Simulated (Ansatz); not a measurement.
Run report: Ge, band-structure calculation (part 2 of 2)

Ge (4 atoms in the cell); DFT, PBE0, plane waves, PAW, no spin polarisation (Ansatz 0.2.0); cutoff 420 eV, 6×6×4 k-mesh, fixed occupations. The structure was built on a prototype by a generator. The geometry comes from this level: r2SCAN.

Geometry of the input (Å; fractional positions):
```
3.9976  0.0000  0.0000
-1.9988  3.4620  0.0000
0.0000  0.0000  6.5928
Ge 0.3333  0.6667  0.0004
Ge 0.6667  0.3333  0.5004
Ge 0.3333  0.6667  0.3746
Ge 0.6667  0.3333  0.8746
```

## File bands.tsv
```
# k_distance	band_0	band_1	band_2	band_3	band_4	band_5	band_6	band_7	band_8	band_9	band_10	band_11	band_12	band_13	band_14	band_15	band_16	band_17	band_18	band_19	band_20	band_21	band_22	band_23	band_24	band_25	band_26	band_27	band_28	band_29	band_30	band_31	band_32
# fermi_ev = 8.041361
# lock_threshold_ev = 1e-6
# [0, 0, 0] at k_distance = 0.000000
# [0.5, 0, 0] at k_distance = 0.907441
# [0.3333333333, 0.3333333333, 0] at k_distance = 1.431352
# [0, 0, 0.5] at k_distance = 2.582438
# [0.5, 0, 0.5] at k_distance = 3.489879
# [0.3333333333, 0.3333333333, 0.5] at k_distance = 4.013790
# [0, 0, 0.05] at k_distance = 5.145982
# [0, 0, 0.15] at k_distance = 5.241285
# levels_relative_to = fermi_ev
# free_energy_ev = -17183.303681
# largest_residual_norms_ev = 6.567e-4 6.676e-4 4.242e-4 4.865e-4 4.793e-4 4.124e-4 3.502e-4 3.508e-4 5.398e-4 5.402e-4 3.972e-4 4.011e-4 5.260e-4 3.437e-4 3.727e-4 2.435e-4 3.183e-4 3.184e-4 3.383e-4 3.386e-4 3.188e-4 4.590e-4 5.692e-4 6.267e-4 4.691e-4 7.648e-4 4.801e-4 7.567e-4 1.188e-3 5.663e-4 1.265e-3 1.266e-3 1.266e-3
0.000000	-28.267468	-28.267468	-28.231576	-28.228126	-28.228126	-28.218898	-28.202727	-28.202727	-28.149854	-28.149854	-28.024622	-28.024622	-28.015208	-28.000741	-27.994847	-27.994847	-27.973085	-27.973085	-27.947175	-27.947175	-14.326271	-12.036854	-8.581823	-1.774112	-1.774112	-0.266781	0.000000	0.000000	0.979304	1.259535	3.407182	3.407182	3.968851
0.907441	-28.283574	-28.276889	-28.275734	-28.249945	-28.203603	-28.185019	-28.156675	-28.123986	-28.106503	-28.094816	-28.093380	-28.086742	-28.082175	-28.024363	-28.011753	-28.010393	-27.956911	-27.939965	-27.930138	-27.927468	-12.119296	-10.286540	-9.665034	-7.566927	-5.229229	-3.544140	-3.214841	-1.739630	1.541084	2.862618	4.705369	4.939333	5.709487
1.431352	-28.292654	-28.281476	-28.281476	-28.271483	-28.147950	-28.147950	-28.145065	-28.112842	-28.104073	-28.104073	-28.083360	-28.083360	-28.074391	-28.074391	-28.060810	-28.044672	-27.931946	-27.930856	-27.930856	-27.913300	-11.089010	-11.089010	-8.492484	-8.492484	-5.678915	-3.978863	-3.978863	-3.697971	2.465809	6.117383	6.117383	6.621571	6.621571
2.582438	-28.251790	-28.251790	-28.251790	-28.251790	-28.224057	-28.224057	-28.174703	-28.174703	-28.174703	-28.174703	-28.009184	-28.009184	-28.007701	-28.007701	-28.007701	-28.007701	-27.959833	-27.959833	-27.959833	-27.959833	-13.513059	-13.513059	-5.363728	-5.363728	-1.076971	-1.076971	-1.076971	-1.076971	1.819072	1.819072	4.594701	4.594701	4.594701
3.489879	-28.264750	-28.264750	-28.263097	-28.263097	-28.206309	-28.206309	-28.163795	-28.163795	-28.131438	-28.131438	-28.043266	-28.043266	-28.026723	-28.026723	-28.016879	-28.016879	-27.951365	-27.951365	-27.942484	-27.942484	-11.410002	-11.410002	-8.846907	-8.846907	-2.902172	-2.902172	-2.810758	-2.810758	1.560138	1.560138	3.207440	3.207440	7.566022
4.013790	-28.282714	-28.282714	-28.262833	-28.262833	-28.195356	-28.195356	-28.129340	-28.129340	-28.103532	-28.103532	-28.087102	-28.087102	-28.051846	-28.051846	-28.021786	-28.021786	-27.951592	-27.951592	-27.922524	-27.922524	-10.853930	-10.853930	-9.161954	-9.161954	-4.898293	-4.898293	-2.355565	-2.355565	2.375904	2.375904	5.330962	5.330962	7.301105
5.145982	-28.267297	-28.267297	-28.231470	-28.228620	-28.228620	-28.218953	-28.202207	-28.202207	-28.150189	-28.150189	-28.024380	-28.024380	-28.015144	-28.000866	-27.994985	-27.994985	-27.972924	-27.972924	-27.947331	-27.947331	-14.317905	-12.067595	-8.533412	-1.766685	-1.766685	-0.486499	-0.018599	-0.018599	0.988039	1.457806	3.425376	3.425376	3.957196
5.241285	-28.265906	-28.265906	-28.232024	-28.232024	-28.230648	-28.219373	-28.198542	-28.198542	-28.152745	-28.152745	-28.022495	-28.022495	-28.014658	-28.001806	-27.996078	-27.996078	-27.971638	-27.971638	-27.948524	-27.948524	-14.250992	-12.286261	-8.173276	-1.707500	-1.707500	-1.514821	-0.156915	-0.156915	1.057874	2.235317	3.561902	3.561902	3.974419
```

## File rho_z.tsv
```
# z_ang	rho[e/angstrom^3]
# format = ansatz-planar-average/11
# lattice	3.997615188	-0.000000000	0.000000000
# lattice	-1.998807594	3.462036307	0.000000000
# lattice	0.000000000	0.000000000	6.592819495
# sites	4
# site	32	0.000000000	2.308024205	0.002436690
# site	32	1.998807594	1.154012102	3.298846438
# site	32	0.000000000	2.308024205	2.469870620
# site	32	1.998807594	1.154012102	5.766280368
0.000000	1.474069e0
0.146507	1.199656e0
0.293014	7.147898e-1
0.439521	3.789818e-1
0.586028	2.245937e-1
0.732535	1.582078e-1
0.879043	1.264358e-1
1.025550	1.105403e-1
1.172057	1.034960e-1
1.318564	1.039474e-1
1.465071	1.119914e-1
1.611578	1.292883e-1
1.758085	1.640181e-1
1.904592	2.373532e-1
2.051099	4.092701e-1
2.197606	7.714574e-1
2.344114	1.255201e0
2.490621	1.473935e0
2.637128	1.225429e0
2.783635	8.719762e-1
2.930142	8.022925e-1
3.076649	1.077863e0
3.223156	1.425398e0
3.369663	1.391712e0
3.516170	9.540953e-1
3.662677	5.196310e-1
3.809185	2.851760e-1
3.955692	1.850247e-1
4.102199	1.395257e-1
4.248706	1.171755e-1
4.395213	1.060226e-1
4.541720	1.028281e-1
4.688227	1.069619e-1
4.834734	1.192094e-1
4.981241	1.435922e-1
5.127748	1.934702e-1
5.274256	3.049685e-1
5.420763	5.633052e-1
5.567270	1.016993e0
5.713777	1.424217e0
5.860284	1.394985e0
6.006791	1.030411e0
6.153298	7.903563e-1
6.299805	9.055192e-1
6.446312	1.272916e0
```

## File v_z.tsv
```
# z_ang	v_es[eV]	v_tot[eV]
# format = ansatz-planar-average/11
# xc	pbe0
# density_cutoff_ev	1680
# datasets	Ge=:simpson_from_first_knot:soft:fock:shift=0
# lattice	3.997615188	-0.000000000	0.000000000
# lattice	-1.998807594	3.462036307	0.000000000
# lattice	0.000000000	0.000000000	6.592819495
# sites	4
# site	32	0.000000000	2.308024205	0.002436690
# site	32	1.998807594	1.154012102	3.298846438
# site	32	0.000000000	2.308024205	2.469870620
# site	32	1.998807594	1.154012102	5.766280368
0.000000	5.796245e-1	-8.142196e0
0.146507	1.794793e0	-6.544267e0
0.293014	3.069587e0	-4.788277e0
0.439521	4.480983e0	-2.810344e0
0.586028	6.014581e0	-6.807017e-1
0.732535	7.607128e0	1.411510e0
0.879043	9.016792e0	3.180000e0
1.025550	9.913658e0	4.252434e0
1.172057	1.029811e1	4.607988e0
1.318564	1.027322e1	4.590134e0
1.465071	9.832759e0	4.163144e0
1.611578	8.864047e0	2.990271e0
1.758085	7.410485e0	1.160317e0
1.904592	5.817548e0	-9.493558e-1
2.051099	4.297040e0	-3.068967e0
2.197606	2.903565e0	-5.019192e0
2.344114	1.641084e0	-6.751906e0
2.490621	4.330531e-1	-8.327849e0
2.637128	-5.769443e-1	-9.584866e0
2.783635	-1.135424e0	-1.030343e1
2.930142	-1.220634e0	-1.041996e1
3.076649	-8.445393e-1	-9.922296e0
3.223156	1.350741e-2	-8.852642e0
3.369663	1.182305e0	-7.362806e0
3.516170	2.418659e0	-5.690576e0
3.662677	3.757425e0	-3.826960e0
3.809185	5.234924e0	-1.754200e0
3.955692	6.812152e0	3.845637e-1
4.102199	8.359433e0	2.360472e0
4.248706	9.538104e0	3.819066e0
4.395213	1.016034e1	4.498240e0
4.541720	1.033540e1	4.632872e0
4.688227	1.010950e1	4.451856e0
4.834734	9.421658e0	3.678282e0
4.981241	8.178192e0	2.133204e0
5.127748	6.611888e0	1.205489e-1
5.274256	5.043851e0	-2.020797e0
5.420763	3.581932e0	-4.072870e0
5.567270	2.260787e0	-5.907931e0
5.713777	1.030168e0	-7.562092e0
5.860284	-1.171734e-1	-9.014700e0
6.006791	-9.181100e-1	-1.001682e1
6.153298	-1.234733e0	-1.043952e1
6.299805	-1.092429e0	-1.024564e1
6.446312	-4.724478e-1	-9.454780e0
```

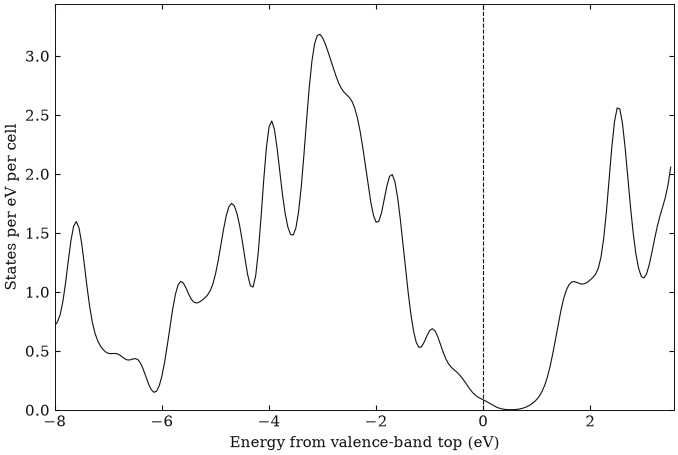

Fig. 1: Density of states (the curve is built from the levels of the k mesh with Gaussians 0.4 eV wide, which also blur the band edges), with energies from the valence-band top. There is a gap of 0.98 eV on the k-point mesh. Small ripples come from the finite k-point mesh.

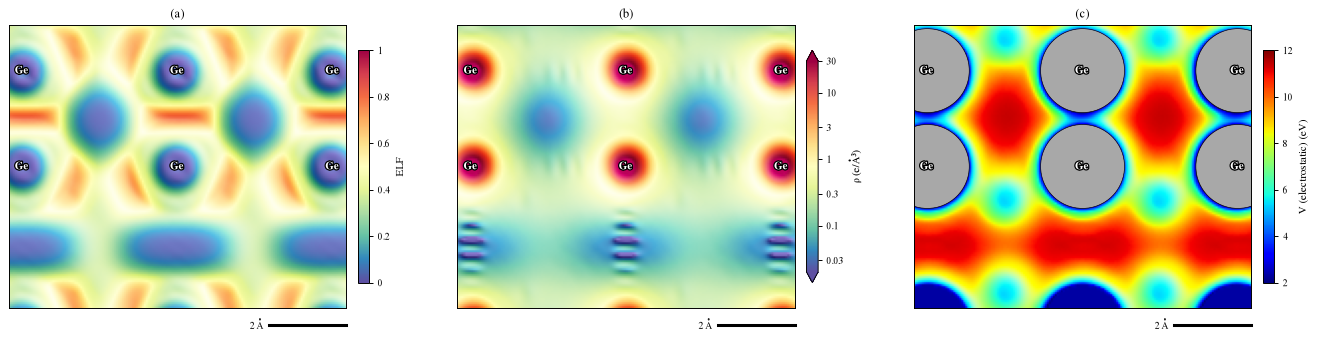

Fig. 2: (a) electron localisation function; (b) valence pseudo-density; (c) electrostatic potential (local pseudopotential plus Hartree) felt by an electron on the (100) plane of the conventional cell. Grey discs, where drawn, cover atomic cores. The density dies away to nearly zero in the voids. Outside the cores the potential energy rises away from the atoms and is highest about 2.3 Å from the nearest atoms; outside the discs it spans about 9 eV, and its zero is arbitrary. Core electrons are frozen (PAW), so the fields are smoothed inside the atomic spheres.

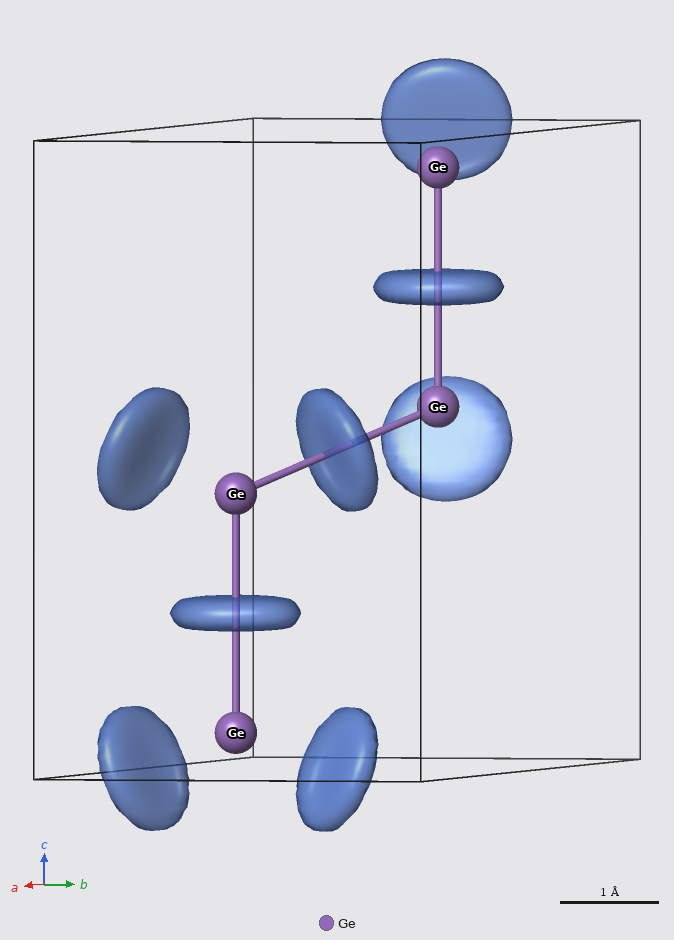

Fig. 3: Isosurface of the electron localisation function at 0.7 (blue), seen at an oblique angle. Only the valence region is drawn (cores and ρ < 0.01 e/Å³ removed). Sticks mark near contacts. The outline is the cell set on symmetry axes.

## Summary

| quantity | value |
| --- | --- |
| outcome | converged |
| space group (tolerance 0.01 Å) | P6₃/mmc (194) |
| electrons treated | 56 |
| free energy | −17183.3037 eV |
| Fermi energy | 8.041 eV |
| gap on the k-point mesh | 0.98 eV |
| pressure | 0.18 GPa |
| largest force (length of the vector) | 0.006 eV/Å |
| hardware | 2 threads of Arm Neoverse V2, 24 GiB of memory available, shared host |
| wall time | 3.2 min (CPU time 6.2 min) |
| peak memory | 1.8 GiB |

The program warns: the exchange loop's threshold is looser than advised for the stress; the SCF threshold is looser than advised for the printed stress.
